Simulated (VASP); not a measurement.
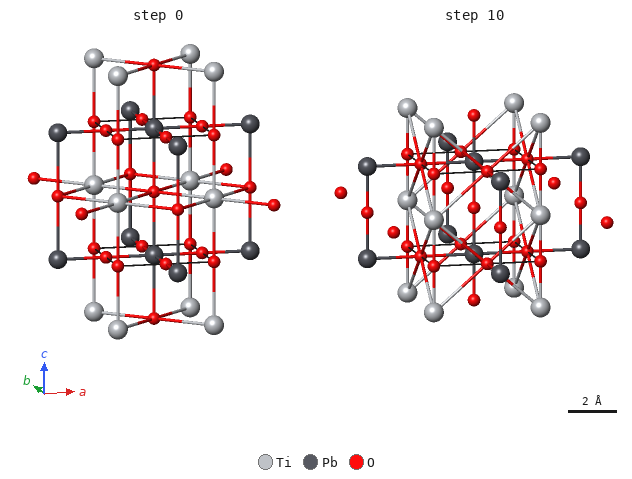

The structure of a crystal of TiPbO4 (a generated structure, set up in P4/mmm) before (left) and after (right) a relaxation, at one scale.

The picture is a ball-and-stick view of the cell of the calculation, seen slightly off an axis.

The run lets cell and atoms move.

These are results of Kohn-Sham DFT of a periodic cell, PBE, VASP PAW PBE potentials, recommended (VASP 6.6.1), not measurements.

Input
```
SYSTEM = TiPbO4
ALGO     = Fast           ! electronic algorithm
EDIFF    = 1E-4           ! SCF threshold, eV
EDIFFG   = -0.08          ! ionic threshold
ENCUT    = 520            ! plane-wave cutoff, eV
GGA      = PE             ! functional
IBRION   = 2              ! ionic algorithm
ISIF     = 3              ! what is computed and relaxed
ISMEAR   = 0              ! smearing method
LASPH    = .True.         ! aspherical terms in the spheres
LCHARG   = .False.        ! write CHGCAR
LREAL    = .False.        ! projectors in reciprocal space
LWAVE    = .False.        ! write WAVECAR
NELM     = 60             ! most SCF steps
NSW      = 24             ! ionic steps
PREC     = Normal         ! precision mode
SIGMA    = 0.15           ! smearing width, eV
```

Launched with:
```bash
cat potpaw_PBE.64/Ti_sv/POTCAR potpaw_PBE.64/Pb_d/POTCAR potpaw_PBE.64/O/POTCAR > POTCAR
mpirun -np 1 vasp_std > vasp.out
```

Q: Describe what moved and what it gained.

A: Over 10 geometry steps the energy falls by 757 meV per atom. All forces vanish by symmetry, so only the cell relaxes. Pressure: −1.34 GPa at the start and −0.64 GPa at the end. The atoms keep their places relative to the cell (all moves are under 0.005 Å). The volume changes by −10.4 %, with a = b 4.142 → 4.594 Å (+10.9 %), c 5.392 → 3.928 Å (−27.2 %). Among the contacts that change: O–Ti 2.696 → 1.964 Å, O–Pb 2.696 → 1.964 Å, O–Ti 3.400 → 3.022 Å, O–Ti 2.929 → 3.248 Å. The space group stays P4/mmm (No. 123). At step 3 the optimiser overshot: the energy rose above the start, and later steps came back. The volume changes by over a tenth within one run on a fixed set of plane waves, so the end point should be relaxed again from the new cell.
